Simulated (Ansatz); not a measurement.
**FePt: phonon calculation (part 2 of 2)**

FePt (P4/mmm, 2 atoms in the cell); DFT, LDA, PAW with Ansatz's default frozen-core files, scalar-relativistic; harmonic phonons by finite displacements, spin-polarised (Ansatz 0.2.0); cutoff 420 eV, 14×14×10 k-mesh, Fermi–Dirac smearing of 0.08 eV, collinear spins. The structure derives from an entry of the Crystallography Open Database. It belongs to a series of runs on one base structure; here: PAW files in place of LAPW.

Geometry of the input (Å; fractional positions):
```
2.6576  0.0000  0.0000
0.0000  2.6576  0.0000
0.0000  0.0000  3.6846
Fe 0.0000  0.0000  0.0000
Pt 0.5000  0.5000  0.5000
```

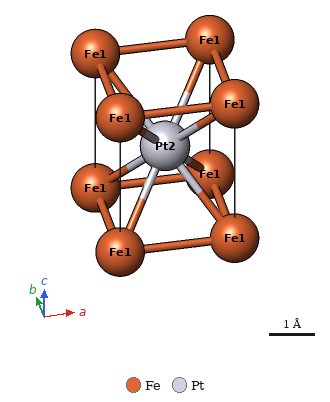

**Figure 1.** The input geometry (ball-and-stick view of the cell of the calculation, seen at an oblique angle; atoms are numbered from 1 in the order of the input).

Log, continued:
```
SCF iter   1: F=—  HF=-66661.037363 eV  |F-HF|=—  |Δ(HF+E_count)|=         —  Δρ=1.28e-4 (↑9.68e-5 ↓1.28e-4)  dr2=2.88e-5  dr2_m=2.29e-6  M=12.224 μB ∫|m|=12.599 μB  β_m=0.30  ethr=3.25e-8  ⟨swp⟩=2.3  Hψ=86120  notcnv=0  defer=296
spin=Collinear: Kerker preconditioning applied to the charge; magnetization (m = ρ↑ − ρ↓) channel mixes plain (no charge-response kernel on spin).
SCF iter   2: F=—  HF=-66661.037364 eV  |F-HF|=—  |Δ(HF+E_count)|=   1.02e-6  Δρ=9.10e-5 (↑9.10e-5 ↓8.71e-5)  dr2=1.87e-5  dr2_m=3.21e-7  M=12.224 μB ∫|m|=12.599 μB  β_m=0.32  ethr=2.12e-8  ⟨swp⟩=1.0  Hψ=23445  notcnv=0  defer=296
SCF iter   3: F=—  HF=-66661.037364 eV  |F-HF|=—  |Δ(HF+E_count)|=   2.84e-8  Δρ=1.02e-4 (↑5.66e-5 ↓1.02e-4)  dr2=2.74e-5  dr2_m=1.34e-6  M=12.224 μB ∫|m|=12.599 μB  β_m=0.31  ethr=1.38e-8  ⟨swp⟩=2.0  Hψ=27338  notcnv=0  defer=296
SCF iter   4: F=—  HF=-66661.037358 eV  |F-HF|=—  |Δ(HF+E_count)|=   5.61e-6  Δρ=9.82e-6 (↑9.30e-6 ↓9.82e-6)  dr2=2.19e-7  dr2_m=4.39e-9  M=12.224 μB ∫|m|=12.599 μB  β_m=0.65  ethr=1.38e-8  ⟨swp⟩=1.0  Hψ=23431  notcnv=0  defer=296
SCF iter   5: F=—  HF=-66661.037358 eV  |F-HF|=—  |Δ(HF+E_count)|=   4.63e-7  Δρ=1.17e-5 (↑7.36e-6 ↓1.17e-5)  dr2=7.64e-7  dr2_m=5.75e-9  M=12.224 μB ∫|m|=12.599 μB  β_m=0.65  ethr=1.61e-10  ⟨swp⟩=2.0  Hψ=39977  notcnv=0  defer=296
SCF iter   6: F=—  HF=-66661.037358 eV  |F-HF|=—  |Δ(HF+E_count)|=   3.02e-8  Δρ=5.16e-6 (↑1.69e-6 ↓5.16e-6)  dr2=5.08e-8  dr2_m=4.86e-9  M=12.224 μB ∫|m|=12.599 μB  β_m=0.72  ethr=1.61e-10  ⟨swp⟩=1.9  Hψ=26540  notcnv=0  defer=296
SCF iter   7: F=—  HF=-66661.037358 eV  |F-HF|=—  |Δ(HF+E_count)|=   1.30e-9  Δρ=4.81e-6 (↑2.16e-6 ↓4.81e-6)  dr2=5.47e-8  dr2_m=2.56e-9  M=12.224 μB ∫|m|=12.599 μB  β_m=0.58  ethr=3.74e-11  ⟨swp⟩=2.0  Hψ=28594  notcnv=0  defer=296
SCF iter   8: F=—  HF=-66661.037358 eV  |F-HF|=—  |Δ(HF+E_count)|=   4.50e-9  Δρ=5.99e-7 (↑5.99e-7 ↓5.54e-7)  dr2=1.85e-9  dr2_m=7.79e-12  M=12.224 μB ∫|m|=12.599 μB  β_m=0.76  ethr=3.74e-11  ⟨swp⟩=1.8  Hψ=25420  notcnv=0  defer=296
SCF iter   9: F=—  HF=-66661.037358 eV  |F-HF|=—  |Δ(HF+E_count)|=  5.82e-11  Δρ=6.06e-7 (↑4.71e-7 ↓6.06e-7)  dr2=1.85e-9  dr2_m=6.56e-12  M=12.224 μB ∫|m|=12.599 μB  β_m=0.70  ethr=1.36e-12  ⟨swp⟩=1.3  Hψ=23596  notcnv=0  defer=296
SCF iter  10: F=—  HF=-66661.037358 eV  |F-HF|=—  |Δ(HF+E_count)|=  5.82e-11  Δρ=1.14e-7 (↑2.50e-8 ↓1.14e-7)  dr2=4.10e-11  dr2_m=3.27e-12  M=12.224 μB ∫|m|=12.599 μB  β_m=0.83  ethr=1.36e-12  ⟨swp⟩=1.0  Hψ=23433  notcnv=0  defer=296
SCF iter  11: F=—  HF=-66661.037358 eV  |F-HF|=—  |Δ(HF+E_count)|=  1.46e-11  Δρ=1.77e-7 (↑7.69e-8 ↓1.77e-7)  dr2=1.28e-10  dr2_m=2.49e-12  M=12.224 μB ∫|m|=12.599 μB  β_m=0.83  ethr=1.00e-12  ⟨swp⟩=1.0  Hψ=23431  notcnv=0  defer=296
SCF iter  12: F=—  HF=-66661.037358 eV  |F-HF|=—  |Δ(HF+E_count)|=  1.46e-11  Δρ=6.53e-8 (↑3.65e-8 ↓6.53e-8)  dr2=2.00e-11  dr2_m=2.17e-13  M=12.224 μB ∫|m|=12.599 μB  β_m=0.67  ethr=1.00e-12  ⟨swp⟩=1.0  Hψ=23431  notcnv=0  defer=296
SCF iter  13: F=-66661.037358 eV  HF=-66661.037358 eV  |F-HF|=1.46e-11  |Δ(HF+E_count)|=    0.00e0  Δρ=4.27e-9 (↑2.75e-9 ↓4.27e-9)  dr2=4.44e-14  dr2_m=2.34e-15  M=12.224 μB ∫|m|=12.599 μB  ethr=1.00e-12  ⟨swp⟩=4.0  Hψ=68619  notcnv=0
SCF 9 converged in 13 iterations: F = -66661.037358 eV  dr2 = 4.44e-14
SCF converged after 2 iterations
Magnetization: 12.2242 μB (74.1121 up, 61.8879 down)
Absolute magnetization: 12.6017 μB (∫|ρ↑−ρ↓|, with the PAW one-centre terms)
Spin contamination: 0.2640 ħ² per cell (⟨S²⟩ above its minimum at these occupations)
Per-site moments (μB) at R_I (Å): [(2.7195560273556585, 1.0855577365828215), (0.35777321741781615, 1.0855577365828215), (2.719556027355658, 1.0855577365828213), (0.3577732174178157, 1.0855577365828213), (2.719556027355658, 1.0855577365828215), (0.35777321741781654, 1.0855577365828215), (2.7195560273556585, 1.0855577365828213), (0.35777321741781615, 1.0855577365828213)]
Free energy (F): -66661.037401 eV
Harris-Foulkes:  -66661.037401 eV  (|F-HF|=0.00e0)
Internal energy: -66660.911378 eV  (E = F + TS)
E sigma→0 (E₀):  -66660.974389 eV
Entropy (-TS):   -0.126023 eV (-15.753 meV/atom)
Fermi energy:    21.677197 eV
--- Per-component energies (eV) ---
  E_band       = -1317.501077
  E_kinetic    = 3957.745979
  E_local      = -14044.403119  (includes V_loc(G=0)·N_el)
  E_nonlocal   = 1727.034840
  E_hartree    = 5622.925028
  E_xc         = -1513.263871
  E_vxc        = -1821.437492  (∫ρ·V_xc dr)
  E_paw        = -41938.397549  (= ΣΔE_a)
  E_vpaw       = -2382.295133  (= ΣTr[D̂ρ^β])
  E_aug_tail   = 0.003807  (compensation charges beyond the density's cutoff)
  E_ewald      = -20476.018112
  E_core_change = 3.461621  (= ΣΔE_core)
  E_smearing   = -0.126023  (= −TS)
  E_closure    = -0.000000  (closes the sum)
  Σ components = -66661.037401   (vs F -66661.037401, Δ=0.00e0)
--- Forces (eV/Å), atoms counted from 1 ---
  atom   1  Fe    -0.00000000    -0.00000000     0.00000000
  atom   2  Pt    -0.00000000     0.00000000     0.00000000
  atom   3  Fe     0.00000000    -0.00000000    -0.00000000
  atom   4  Pt     0.00000000    -0.00000000    -0.00000000
  atom   5  Fe    -0.00000000    -0.00000000    -0.00000000
  atom   6  Pt    -0.00000000     0.00000000     0.00000000
  atom   7  Fe    -0.00000000    -0.00000000    -0.00000000
  atom   8  Pt     0.00000000    -0.00000000     0.00000000
  max |Σ_I F_I| component: 4.10e-29 eV/Å
--- Band table (eV; the first three rows and the last of 192) ---
  k-point 0 ↑: bands = ["-77.2879", "-77.2877", "-77.2672", "-77.2671", "-66.1217", "-66.1216", "-66.1088", "-66.1087", "-32.7110", "-32.7000", "-32.6793", "-32.6641", "-32.5792", "-32.5506", "-32.4268", "-32.4268", "-32.4201", "-32.4201", "-32.4093", "-32.4091", "-31.6607", "-31.6231", "-31.4089", "-31.3623", "-31.3614", "-31.3368", "-31.2627", "-31.2627", "-31.2556", "-31.2556", "-31.2299", "-31.2295", "11.5175", "13.3477", "14.6620", "14.7047", "14.8819", "14.9747", "15.0627", "15.4076", "15.6414", "16.4386", "16.8490", "17.2275", "17.8215", "17.8646", "18.0800", "18.2013", "18.2013", "18.2264", "18.2591", "18.3714", "18.6189", "18.7539", "18.7577", "18.8153", "19.2296", "19.4346", "19.4364", "19.4364", "19.6233", "19.6233", "19.8176", "19.8510", "19.9633", "20.0101", "20.2249", "20.8452", "20.9206", "20.9550", "21.0352", "21.0795", "21.3463", "21.4014", "21.5028", "21.5646", "21.5646", "22.2464", "23.7365", "24.0640", "26.9300", "29.0333", "31.8797", "32.3643", "32.5896", "33.8306"]
  k-point 1 ↑: bands = ["-77.2879", "-77.2877", "-77.2672", "-77.2671", "-66.1217", "-66.1216", "-66.1088", "-66.1087", "-32.7081", "-32.6966", "-32.6824", "-32.6676", "-32.5765", "-32.5534", "-32.4262", "-32.4262", "-32.4208", "-32.4208", "-32.4093", "-32.4091", "-31.6570", "-31.6265", "-31.4044", "-31.3667", "-31.3590", "-31.3391", "-31.2621", "-31.2621", "-31.2563", "-31.2563", "-31.2299", "-31.2295", "11.6443", "13.0910", "14.7360", "14.7538", "14.9422", "15.0098", "15.0260", "15.3580", "15.5510", "16.0137", "16.9361", "17.7311", "17.7411", "17.9225", "18.1521", "18.2568", "18.2568", "18.2934", "18.3796", "18.4074", "18.6477", "18.6954", "18.7199", "19.0043", "19.0625", "19.0625", "19.1710", "19.4098", "19.8772", "19.8956", "20.0139", "20.0578", "20.0578", "20.1442", "20.1719", "20.2154", "20.2911", "20.9785", "20.9907", "21.3152", "21.3170", "21.4336", "21.4336", "21.5133", "22.2168", "22.3610", "23.1349", "23.9993", "27.1692", "29.2444", "31.1865", "31.7987", "32.6130", "34.1054"]
  k-point 2 ↑: bands = ["-77.2878", "-77.2878", "-77.2672", "-77.2671", "-66.1217", "-66.1216", "-66.1088", "-66.1087", "-32.7003", "-32.6905", "-32.6879", "-32.6768", "-32.5695", "-32.5607", "-32.4245", "-32.4245", "-32.4225", "-32.4225", "-32.4092", "-32.4091", "-31.6474", "-31.6358", "-31.3926", "-31.3782", "-31.3528", "-31.3452", "-31.2603", "-31.2603", "-31.2580", "-31.2580", "-31.2298", "-31.2297", "12.0072", "12.5419", "14.8209", "14.9318", "15.0244", "15.1065", "15.1092", "15.2383", "15.3387", "15.4578", "17.1770", "17.4859", "18.0909", "18.3312", "18.3501", "18.4223", "18.4223", "18.4887", "18.5004", "18.5375", "18.5595", "18.6216", "18.6940", "18.6940", "18.7314", "18.7947", "19.3164", "19.4060", "19.4328", "19.7065", "19.9516", "20.0603", "20.3709", "20.3875", "20.5909", "20.5909", "20.7130", "20.7428", "21.0757", "21.0797", "21.0797", "21.1030", "21.2278", "21.8007", "21.8940", "22.1130", "23.2388", "23.7632", "27.9664", "29.3707", "29.8536", "30.7731", "34.3010", "34.8828"]
  k-point 95 ↓: bands = ["-77.0450", "-77.0449", "-77.0404", "-77.0404", "-63.0830", "-63.0829", "-63.0798", "-63.0798", "-31.4120", "-31.4092", "-31.4000", "-31.3996", "-31.2309", "-31.2283", "-31.1428", "-31.1411", "-31.1007", "-31.0934", "-31.0885", "-31.0829", "-29.6660", "-29.6646", "-29.6625", "-29.6620", "-29.6488", "-29.6455", "-29.6448", "-29.6446", "-29.5902", "-29.5877", "-29.5591", "-29.5576", "15.6153", "15.7392", "15.7633", "15.9082", "16.3424", "16.3915", "16.6912", "16.7237", "16.7745", "16.8464", "17.0282", "17.2741", "17.2757", "17.6802", "17.6834", "17.9842", "17.9999", "18.0899", "18.5966", "18.7020", "20.3680", "20.5092", "20.5805", "20.7468", "20.8990", "21.0614", "21.3458", "21.6077", "21.6897", "21.7756", "22.1196", "22.2309", "22.7726", "22.8750", "22.9732", "22.9897", "23.2704", "23.3483", "23.3495", "23.3896", "24.8084", "24.8365", "25.1958", "25.2467", "25.2888", "25.3088", "25.9925", "26.0391", "29.1313", "29.5229", "30.5871", "30.5876", "30.6657", "30.9331"]
--- Phonons: 6 displaced members + 2 references (amplitude of the first 0.0025 Å, Σ member SCF iterations 78) ---
  ASR residual: 3.370e-4 → 0.000e0 eV/Å²; symmetrization residual: 5.803e-5 eV/Å²
  largest component of a force at the reference: 2.5e-29 eV/Å
  ASR residual per site (eV/Å²): 3.37e-4 2.32e-4
  Γ frequencies (cm⁻¹): 0.00 0.00 0.00 170.63 170.63 240.81
--- Phonons (by wavevector): 6 wavevectors in 2 supercells ---
  supercell 1 (4 cells, vectors [1, 0, 0], [0, 2, 0], [0, 0, 2] in multiples of the cell's): 4 displaced members by 0.0025 Å; free energy -66661.037401 eV; taken off its force constants: by the sum rule 3.4e-4, by the symmetrisation 5.8e-5 eV/Å²
  symmetry images taken by strict's conditions (phonons.symmetry_images: auto; settled by no image being taken that strict refuses)
  supercell 2 (4 cells, vectors [1, -1, 0], [0, 2, 0], [0, 0, 2] in multiples of the cell's): 2 displaced members by 0.0025 Å; free energy -66661.037401 eV; taken off its force constants: by the sum rule 1.3e-4, by the symmetrisation 1.0e-5 eV/Å²; Γ matrix within 1.7e-4 eV/Å² of supercell 1's
  symmetry images taken by strict's conditions (phonons.symmetry_images: auto; settled by no image being taken that strict refuses)
  q = [0.0000, 0.0000, 0.0000] (star 1, supercell 1; hermiticity 1.95e-53, symmetrization 1.27e-5): -0.00 -0.00 0.00 170.63 170.63 240.81
  q = [0.0000, 0.0000, -0.5000] (star 1, supercell 1; hermiticity 6.60e-17, symmetrization 1.54e-5): 80.87 80.87 128.93 179.58 179.58 278.20
  q = [0.0000, -0.5000, 0.0000] (star 2, supercell 1; hermiticity 1.80e-16, symmetrization 2.59e-17): 89.42 104.22 184.26 204.12 208.50 246.88
  q = [0.0000, -0.5000, -0.5000] (star 2, supercell 1; hermiticity 1.74e-16, symmetrization 9.86e-38): 72.22 86.69 153.30 157.99 212.26 259.04
  q = [-0.5000, -0.5000, 0.0000] (star 1, supercell 2; hermiticity 1.74e-16, symmetrization 6.46e-16): 90.07 167.41 167.41 219.86 219.86 226.36
  q = [-0.5000, -0.5000, -0.5000] (star 1, supercell 2; hermiticity 1.82e-16, symmetrization 6.46e-16): 100.74 196.71 196.71 199.62 199.62 253.74
  joined force constants: q→R imaginary residual 1.47e-17
  density of states and harmonic sums: on the 24×24×18 q-mesh, interpolated from the force constants of a 2×2×2 supercell (no non-analytic term)
  largest difference from the sums on the solved wave vectors: F 6.54e-2 eV, S 9.77e-5 and C_V 3.23e-5 eV/K
  zero-point energy: 0.061608 eV/cell   skipped modes (ω ≤ 0): 3   left out of the sums: 4.82e-5 of the cell's modes: C_V's classical limit lies that fraction below 3 k_B per atom; for a crystal, a wire or a layer, F and S can be off by more, and a phonons.interpolated_qmesh denser along its periods is the remedy for the sampling
```

File phthermo.tsv:
```
# format = ansatz-phthermo/1
# interpolated_qmesh = 24 24 18
# force_constants_supercell = 2 2 2
# non_analytic_term = not included (the non-analytic LO-TO correction is not applied to the interpolated dynamical matrix; polar crystals: no LO-TO splitting at GAMMA, and LO and other optical branches, acoustic branches and sound speeds, and with them the density of states and the thermodynamics, can be off between the wave vectors that the force constants were sampled on, most near GAMMA; a larger extent of the force constants narrows that region and is not shown to mend the acoustic slopes)
# zero_point_energy_ev = 6.1607836388e-2
# n_skipped_modes = 3
# share_of_modes_left_out = 4.8225308642e-5
# rigid_motions_known_by = geometry
# t_k	f_vib_ev	s_ev_per_k	c_v_ev_per_k
0.0000	6.1607836388e-2	0.0000000000e0	0.0000000000e0
100.0000	5.3982837501e-2	2.1906489352e-4	3.2788466191e-4
200.0000	1.7333688417e-2	4.9655434182e-4	4.5526104367e-4
300.0000	-4.2458893933e-2	6.8853794133e-4	4.8795939490e-4
400.0000	-1.1873969394e-1	8.3085218756e-4	5.0033072211e-4
500.0000	-2.0764028369e-1	9.4320303721e-4	5.0623333462e-4
600.0000	-3.0672686252e-1	1.0358144617e-3	5.0948806685e-4
700.0000	-4.1434173499e-1	1.1145126080e-3	5.1146730560e-4
800.0000	-5.2928698425e-1	1.1828995448e-3	5.1275871270e-4
900.0000	-6.5065781768e-1	1.2433481751e-3	5.1364721170e-4
1000.0000	-7.7774725738e-1	1.2975010392e-3	5.1428431067e-4
```

Summary:

```csv
quantity,value
outcome,converged
space group (tolerance 0.01 Å),P4/mmm (123)
electrons treated,136
free energy,−66661.0374 eV
Fermi energy,21.677 eV
net moment of the cell,12.22 μB
integrated absolute moment,12.60 μB
largest force (length of the vector),under 0.001 eV/Å
hardware,"2 threads of Intel Xeon (Sapphire Rapids), 64 GiB of memory available, shared host"
wall time,9 min (CPU time 18 min)
peak memory,2.5 GiB
```

Spin–orbit coupling is left out, which matters for Pt.
